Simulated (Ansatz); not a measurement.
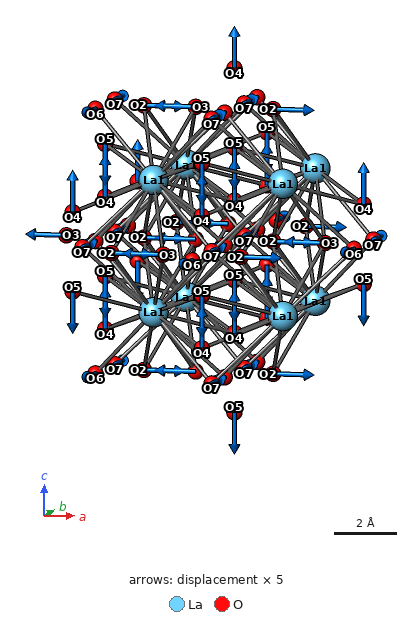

This is a relaxation of a crystal of LaO$_{6}$ (a generated structure, set up in Pm-3m) (coarse preliminary run). The starting structure is drawn; blue arrows show the displacements (the part carried along by the change of the cell is left out), magnified 5 times.

The picture is a ball-and-stick view of the atoms within 5.8 Å of the atom that moves most (axes of the cell of the calculation), seen slightly off an axis.

These are results of DFT PBE, scalar-relativistic, plane waves, PAW in Ansatz 0.2.0, not measurements.

The input:
```yaml
crystal:
  lattice:
    - [4.30245869, 0.0, 0.0]
    - [0.0, 4.30245869, 0.0]
    - [0.0, 0.0, 4.30245869]
  atoms:
    - { symbol: La, position: [0.0, 0.0, 0.0] }
    - { symbol: O, position: [0.79988581, 0.5, 0.5] }
    - { symbol: O, position: [0.20011419, 0.5, 0.5] }
    - { symbol: O, position: [0.5, 0.5, 0.79988581] }
    - { symbol: O, position: [0.5, 0.5, 0.20011419] }
    - { symbol: O, position: [0.5, 0.20011419, 0.5] }
    - { symbol: O, position: [0.5, 0.79988581, 0.5] }
basis:
  ecutwfc: 420
kpoints:
  mp_grid: { grid: [4, 4, 4] }
hamiltonian:
  xc: pbe
scf:
  occupations: { method: gaussian, width: 0.1 }
  lower_state_search: "off"
output:
  forces: true
  stress: true
  eigenvalues: true
relax:
  adjacent_minimum: "off"
  f_tol: 0.04
  max_steps: 70
  cell: { stress_tol: 0.4 }
```

Run as
```bash
ansatz run input.yaml --threads 1 --pin off --max-ram 2048MiB --backend cpu --events-out ev --progress --plain --runs-dir out
```

**What did the optimiser do to the structure, and how much energy did it gain?**

Over 8 accepted moves (10 points after the start) the energy falls by 9.184 eV per cell of the calculation. Largest force component: 7.9 eV/Å at the start, 0.0055 eV/Å at the end. Pressure: 36.07 GPa at the start and 0.13 GPa at the end. At 2 points the geometry stayed and the basis and grid were re-selected for the new cell (energy shift of 0.254 eV per cell of the calculation at most each time). The largest moves relative to the cell, 0.28 Å, are those of O2, O3, O4, O5, O6 and O7. O3 goes along −a. La stays in place. The drawn cell changes as follows: a = b = c 4.302 → 4.681 Å (+8.8 %); the volume changes by +28.8 %. Near-neighbour distances that change, for instance: O2–O4 1.825 → 2.378 Å, O2–O3 1.722 → 1.318 Å, La1–O2 3.162 → 3.375 Å. New bonds form: O2–O3 (1.72 → 1.32 Å), O4–O5 (1.72 → 1.32 Å), O6–O7 (1.72 → 1.32 Å). Among the angles between lasting bonds that change: La1–O2–La1 148.4° → 157.5°, La1–O2–La1 85.7° → 87.8°. The space group stays Pm-3m (No. 221).

Limits of the set-up: an odd number of electrons was run without spin polarisation, which fails if the electron would localise.
